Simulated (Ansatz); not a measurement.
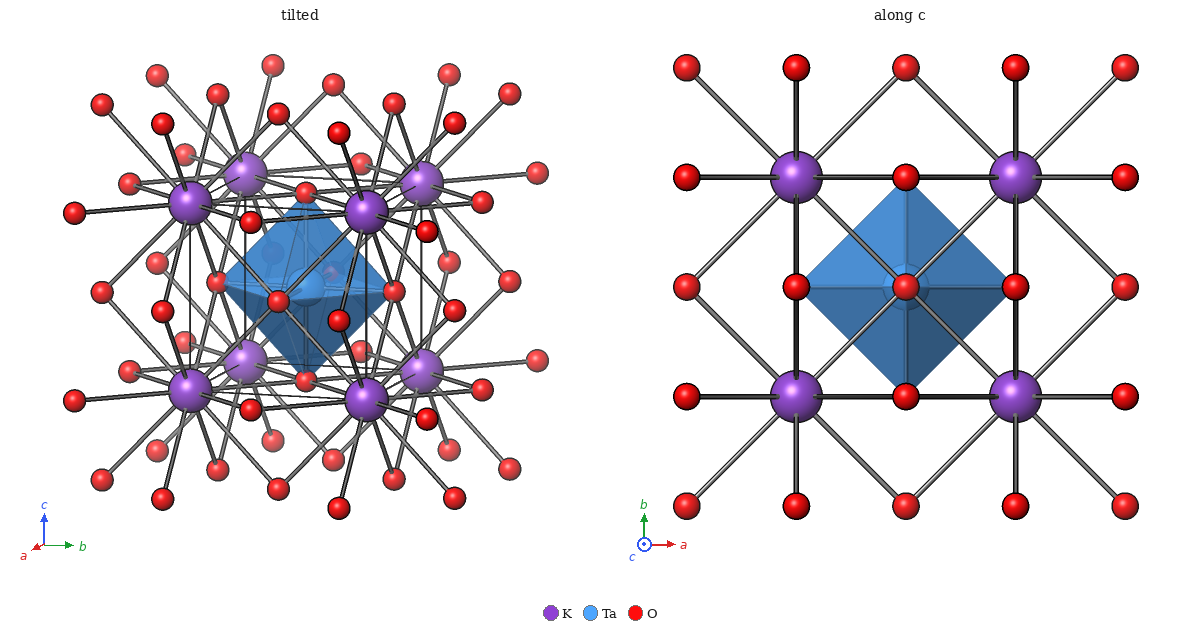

Polyhedral representation of a periodic structure, projected slightly off an axis and along the c axis. The conventional unit cell is drawn as a box. Some atoms of the next cells are drawn as well.

KTaO3, space group P4/mmm (No. 123), a = 3.990 Å, b = 3.990 Å, c = 4.110 Å, α = 90.00°, β = 90.00°, γ = 90.00°. Its origin is a structure type filled with these elements by a generator (whether the compound takes this form wasn't checked). The cell was then strained or its atoms displaced on purpose. An electronic-structure calculation with Ansatz was run on it.

This one geometry was computed with Ansatz (DFT, plane waves, PAW) at four levels of theory: r2SCAN, HSE06, PBE and r2SCAN with spin-orbit coupling. It was relaxed with r2SCAN and then strained.

Which level gives the highest pressure at this volume, and what does that say about its equilibrium volume?

Answer. Highest: PBE (-0.4 GPa), which points to the largest equilibrium volume. Lowest, with the smallest volume: HSE06 (-6.1 GPa) and r2SCAN with spin-orbit coupling (-5.7 GPa). Levels within 0.5 GPa of each other can't be told apart.

How does the band gap change with the level of theory?

Answer. PBE: a gap of 2.12 eV, indirect; r2SCAN with spin-orbit coupling: a gap of 2.36 eV, indirect; r2SCAN: a gap of 2.51 eV, indirect; HSE06: a gap of 3.44 eV, indirect.

Collect the results in a table.

Answer.
| level | cutoff (eV) | k-mesh of the run's cell | gap (eV) | pressure (GPa) |
| --- | --- | --- | --- | --- |
| r2SCAN | 500 | 6×6×6 | 2.51 | -5.5 |
| HSE06 | 420 | 4×4×4 | 3.44 | -6.1 |
| PBE | 420 | 6×6×6 | 2.12 | -0.4 |
| r2SCAN with spin-orbit coupling | 500 | 6×6×6 | 2.36 | -5.7 |

Gaps are taken on the k-mesh or band path of each run.
